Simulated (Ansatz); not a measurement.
Input

```
crystal:
  lattice:
    - [-5.083271068, -5.083271068, 0.0]
    - [-5.083271068, 5.083271068, 0.0]
    - [5.083271068, 0.0, -7.0988988238]
  atoms:
    - { symbol: Si, position: [0.5239306392, 0.2469341837, 0.4924430507] }
    - { symbol: Si, position: [0.043937116, 0.75, 0.5] }
    - { symbol: Si, position: [0.625, 0.831062884, 0.25] }
    - { symbol: Si, position: [0.125, 0.331062884, 0.25] }
    - { symbol: Si, position: [0.875, 0.668937116, 0.75] }
    - { symbol: Si, position: [0.3666702299, 0.1798223162, 0.7553315117] }
    - { symbol: Si, position: [0.706062884, 0.0, 0.0] }
    - { symbol: Si, position: [0.206062884, 0.5, 0.0] }
    - { symbol: Si, position: [0.5059255647, 0.269822338, 0.6759830371] }
    - { symbol: O, position: [0.004526336, 0.7633763615, 0.6742958406] }
    - { symbol: O, position: [0.9197695046, 0.1609194791, 0.1742958406] }
    - { symbol: O, position: [0.4197695046, 0.6609194791, 0.1742958406] }
    - { symbol: O, position: [0.3302304954, 0.2366236385, 0.3257041594] }
    - { symbol: O, position: [0.8302304954, 0.7366236385, 0.3257041594] }
    - { symbol: O, position: [0.0359194791, 0.629526336, 0.9242958406] }
    - { symbol: O, position: [0.5359194791, 0.129526336, 0.9242958406] }
    - { symbol: O, position: [0.245473664, 0.3390805209, 0.8257041594] }
    - { symbol: O, position: [0.745473664, 0.8390805209, 0.8257041594] }
    - { symbol: O, position: [0.7140805209, 0.4552304954, 0.5757041594] }
    - { symbol: O, position: [0.2140805209, 0.9552304954, 0.5757041594] }
    - { symbol: O, position: [0.6116236385, 0.870473664, 0.0757041594] }
    - { symbol: O, position: [0.1116236385, 0.370473664, 0.0757041594] }
    - { symbol: O, position: [0.6383763615, 0.0447695046, 0.4242958406] }
    - { symbol: O, position: [0.1383763615, 0.5447695046, 0.4242958406] }
  host:
    lattice:
      - [5.083271068, 0.0, 0.0]
      - [0.0, 5.083271068, 0.0]
      - [0.0, 0.0, 7.0988988238]
    atoms:
      - { symbol: Si, position: [0.706062884, 0.706062884, 0.5] }
      - { symbol: Si, position: [0.793937116, 0.206062884, 0.75] }
      - { symbol: Si, position: [0.206062884, 0.793937116, 0.25] }
      - { symbol: Si, position: [0.293937116, 0.293937116, 0.0] }
      - { symbol: O, position: [0.9063931431, 0.7588500255, 0.3257041594] }
      - { symbol: O, position: [0.0936068569, 0.2411499745, 0.8257041594] }
      - { symbol: O, position: [0.7588500255, 0.9063931431, 0.6742958406] }
      - { symbol: O, position: [0.2588500255, 0.5936068569, 0.0757041594] }
      - { symbol: O, position: [0.2411499745, 0.0936068569, 0.1742958406] }
      - { symbol: O, position: [0.4063931431, 0.7411499745, 0.4242958406] }
      - { symbol: O, position: [0.5936068569, 0.2588500255, 0.9242958406] }
      - { symbol: O, position: [0.7411499745, 0.4063931431, 0.5757041594] }
basis:
  ecutwfc: 420
  xc_grid: 2
kpoints:
  mp_grid: { grid: [2, 2, 2], shift: [0.0, 0.0, 0.0] }
hamiltonian:
  xc: pbe
scf:
  occupations: { method: gaussian, width: 0.01 }
output:
  forces: true
  stress: false
  eigenvalues: true
  charged_corrections:
    defect_position: [0.50452634, 0.26337636, 0.67429584]
    epsilon: [[4.1123, 0.0, 0.0], [0.0, 4.1123, 0.0], [0.0, 0.0, 3.9219]]
  write_density: true
  write_potential: true
  elf: true
  volumetric_format: npy
relax:
  adjacent_minimum: "off"
  f_tol: 0.025
  max_steps: 45
```

Run with:

```sh
ansatz run input.yaml --threads 4 --pin off --max-ram 10240MiB --backend cpu --events-out ev --progress --plain --runs-dir out
```

The fields are those of the run's last geometry, not of the input's.

These are results of Ansatz, DFT PBE, scalar-relativistic, plane waves, PAW, not measurements.

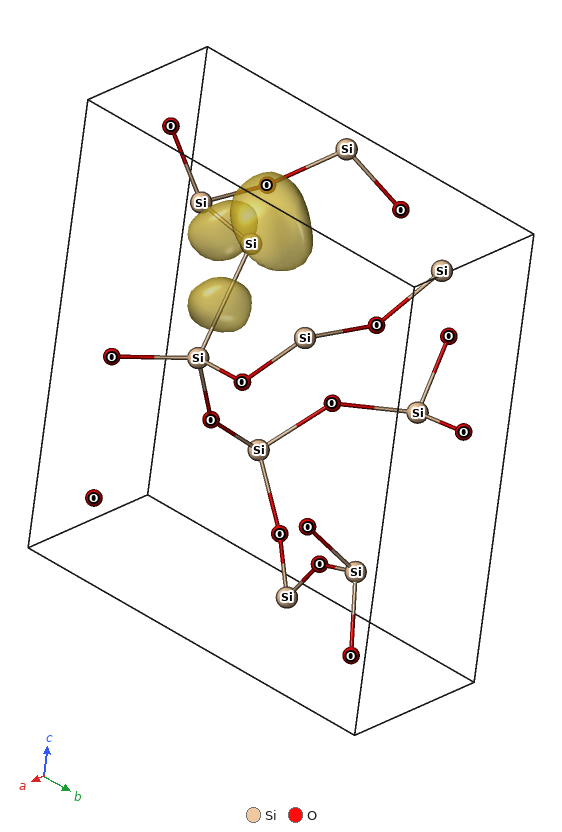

Si3O5 (cell with a defect). Isosurface of the electron localisation function at 0.9 (yellow), seen slightly off an axis. Only the valence region is drawn (cores and ρ < 0.01 e/Å³ removed). Sticks mark near contacts.

In a PAW calculation such maps are meaningful between the atoms, not at the nuclei.

Question: What do the ELF domains correspond to?

Answer: The ELF exceeds this value in two regions between bonded Si–Si atoms (shared pairs) and one lobe on Si, pointing away from the bonds (lone pairs), counted in one cell of 24 atoms. Regions shared between cells count once. Along the contacts the grid gives the following. Si–O (1.62 Å): the ELF peaks at about 0.85 between the atoms (a short, strongly polar bond). Si–Si (2.29 Å): the ELF peaks at about 1 between the atoms, as expected for a shared electron pair.
